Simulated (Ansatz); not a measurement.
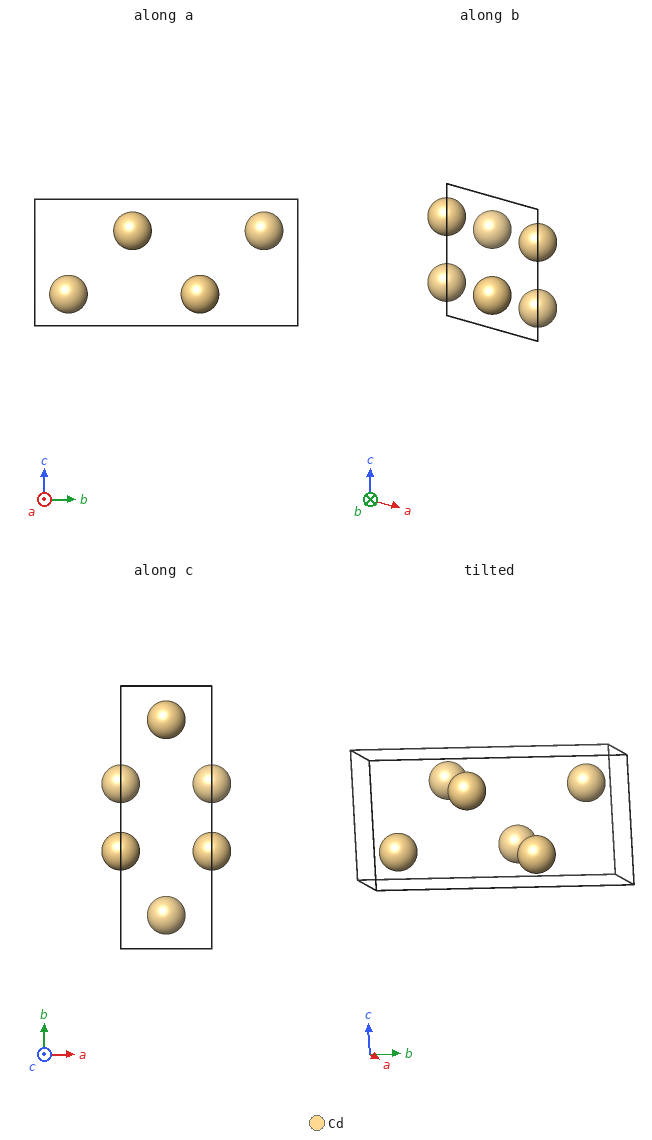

Crystal structure, spheres-only style, seen along the a axis, along the b axis, along the c axis and slightly off an axis. Lines trace the edges of the conventional unit cell.

Lattice parameters: a = 3.2528 Å, b = 9.0242 Å, c = 4.5239 Å, α = 90.000°, β = 105.843°, γ = 90.000°.

### Give the structure in the form of a CIF in P1 with every atom of the cell, with free fractional coordinates to two decimals.

```cif
data_structure
_symmetry_space_group_name_H-M 'P 1'
_symmetry_Int_Tables_number 1
_cell_length_a 3.2528
_cell_length_b 9.0242
_cell_length_c 4.5239
_cell_angle_alpha 90.000
_cell_angle_beta 105.843
_cell_angle_gamma 90.000
_cell_volume 127.75
loop_
_atom_site_label
_atom_site_type_symbol
_atom_site_fract_x
_atom_site_fract_y
_atom_site_fract_z
_atom_site_occupancy
Cd1 Cd 0.00 0.37 0.75 1
Cd2 Cd 0.50 0.13 0.25 1
Cd3 Cd 0.50 0.87 0.75 1
Cd4 Cd 0.00 0.63 0.25 1
```

The structure comes from a structure type filled with this element by a generator (whether the element takes this form wasn't checked). Earlier steps of the study may have refined or changed the cell and positions. Ansatz was used for an electronic-structure calculation on it.
